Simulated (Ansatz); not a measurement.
Structure data:

```
Ni Si
1.0
     3.86849    0.00000    0.00000
    -1.93425    3.35021    0.00000
     0.00000    0.00000    4.91637
Ni Si
4 2
Direct
  0.66667 0.33333 0.25000
  0.33333 0.66667 0.75000
  0.00000 0.00000 0.00000
  0.00000 0.00000 0.50000
  0.66667 0.33333 0.75000
  0.33333 0.66667 0.25000
```

Summarise the structure in words.

Answer. Formula: SiNi2. The structure has P6_3/mmc (No. 194) symmetry and a primitive hexagonal lattice. This arrangement goes by the name Ni₂In type. It has 6 atoms to the cell (2 Si, 4 Ni). Each Si atom is coordinated by eleven Ni at 2.23 to 2.55 Å. Ni takes two kinds of site: 2d with six Ni and five Si (2.55 Å to Ni, 2.23 to 2.46 Å to Si); 2a with eight Ni and six Si (2.46 to 2.55 Å to Ni, 2.55 Å to Si). The bonds build a three-dimensional framework.

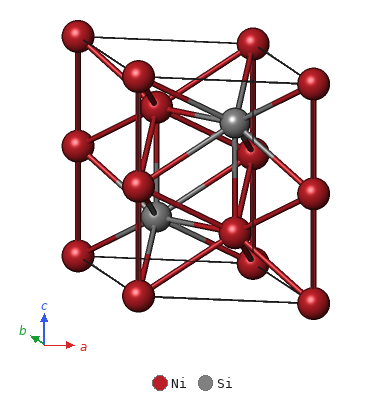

The crystal in a ball-and-stick representation, seen slightly off an axis. Thin lines show the conventional unit cell, with boundary atoms drawn in all their periodic places.

Provenance: a structure listed in the Materials Project, with elements exchanged, so it need not be a known form of the compound. A relaxation with DFT PBEsol, scalar-relativistic, plane waves, PAW in Ansatz 0.2.0 gave the geometry drawn.
